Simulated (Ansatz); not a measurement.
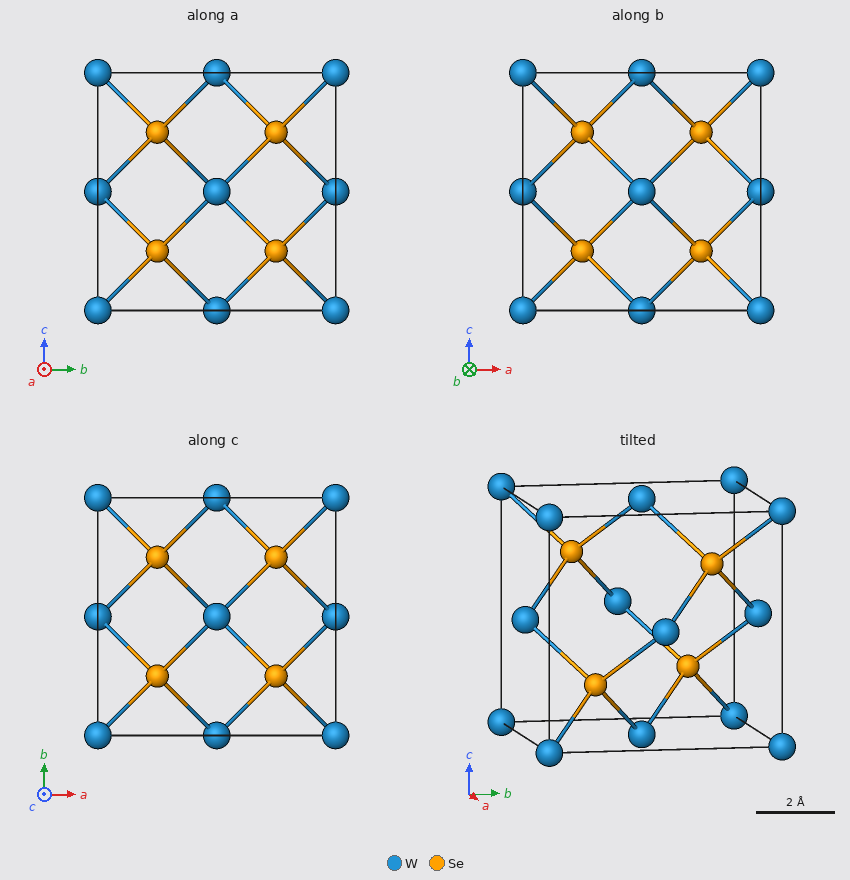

Ball-and-stick representation of a periodic structure, projected along the a axis, along the b axis, along the c axis and slightly off an axis. Lines trace the edges of the conventional unit cell.

Lattice parameters: a = 6.1205 Å, b = 6.1205 Å, c = 6.1205 Å, α = 90.000°, β = 90.000°, γ = 90.000°.

Question: Record the structure as a CIF with its space group and independent sites.

Answer:
```cif
data_structure
_symmetry_space_group_name_H-M 'F -4 3 m'
_symmetry_Int_Tables_number 216
_cell_length_a 6.1205
_cell_length_b 6.1205
_cell_length_c 6.1205
_cell_angle_alpha 90.000
_cell_angle_beta 90.000
_cell_angle_gamma 90.000
_cell_volume 229.28
loop_
_atom_site_label
_atom_site_type_symbol
_atom_site_symmetry_multiplicity
_atom_site_Wyckoff_symbol
_atom_site_fract_x
_atom_site_fract_y
_atom_site_fract_z
_atom_site_occupancy
W1 W 4 a 0.0000 0.0000 0.0000 1
Se1 Se 4 d 0.2500 0.2500 0.7500 1
```

Starting structure: a structure type filled with these elements by a generator (whether the compound takes this form wasn't checked). Earlier steps of the study, as a rule a relaxation of our own, may have changed the cell and positions, so they can lie some per cent off the listed ones. It was set up as input for a calculation with Ansatz.
